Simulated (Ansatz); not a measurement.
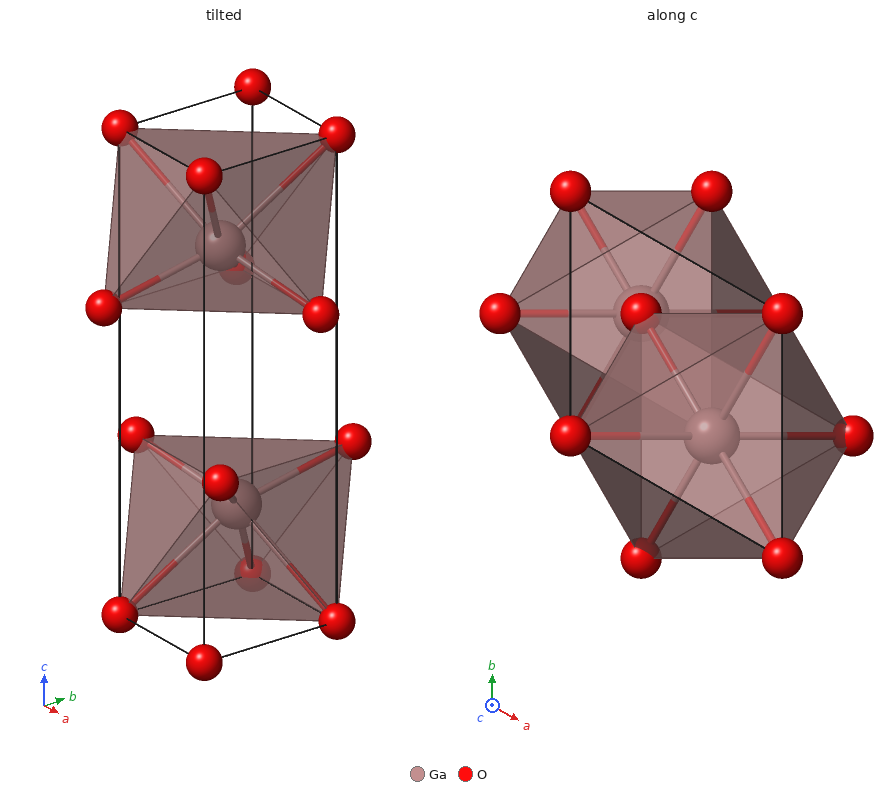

Polyhedral representation of a periodic structure, projected slightly off an axis and along the c axis. Thin lines show the conventional unit cell, with boundary atoms drawn in all their periodic places. Some atoms of the next cells are drawn as well.

Ga2O3, space group P-3m1 (No. 164), a = 2.991 Å, b = 2.991 Å, c = 6.846 Å, α = 90.00°, β = 90.00°, γ = 120.00°. The structure was taken from a structure type filled with these elements by a generator (whether the compound takes this form wasn't checked). Earlier steps of the study may have refined or changed the cell and positions. It was run through Ansatz as a DFT input.

This one geometry was computed with Ansatz (DFT, plane waves, PAW) at six levels of theory: dielectric-dependent PBE0 (fraction 1/eps_inf of PBE), LDA, PBE0, PBE with spin-orbit coupling, HSE06 and r2SCAN. It was relaxed beforehand with r2SCAN.

Question: Which level gives the highest pressure at this volume, and what does that say about its equilibrium volume?

Answer: Highest: PBE with spin-orbit coupling (8.3 GPa), which points to the largest equilibrium volume. Lowest, with the smallest volume: LDA (-4.7 GPa). Levels within 0.5 GPa of each other can't be told apart.

Question: How does the band gap change with the level of theory?

Answer: LDA: a gap of 2.40 eV, direct; PBE with spin-orbit coupling: a gap of 2.51 eV, direct; r2SCAN: a gap of 3.12 eV, direct; HSE06: a gap of 4.19 eV, direct; dielectric-dependent PBE0 (fraction 1/eps_inf of PBE): a gap of 4.88 eV, direct; PBE0: a gap of 4.91 eV, direct.

Question: Collect the results in a table.

Answer:
| level | cutoff (eV) | k-mesh of the run's cell | gap (eV) | pressure (GPa) |
| --- | --- | --- | --- | --- |
| dielectric-dependent PBE0 (fraction 1/eps_inf of PBE) | 420 | 6×6×2 | 4.88 | -0.2 |
| LDA | 420 | 12×12×4 | 2.40 | -4.7 |
| PBE0 | 420 | 6×6×2 | 4.91 | -0.3 |
| PBE with spin-orbit coupling | 420 | 12×12×4 | 2.51 | 8.3 |
| HSE06 | 420 | 6×6×2 | 4.19 | -0.2 |
| r2SCAN | 500 | 12×12×4 | 3.12 | 0.0 |

Gaps are taken on the k-mesh or band path of each run.
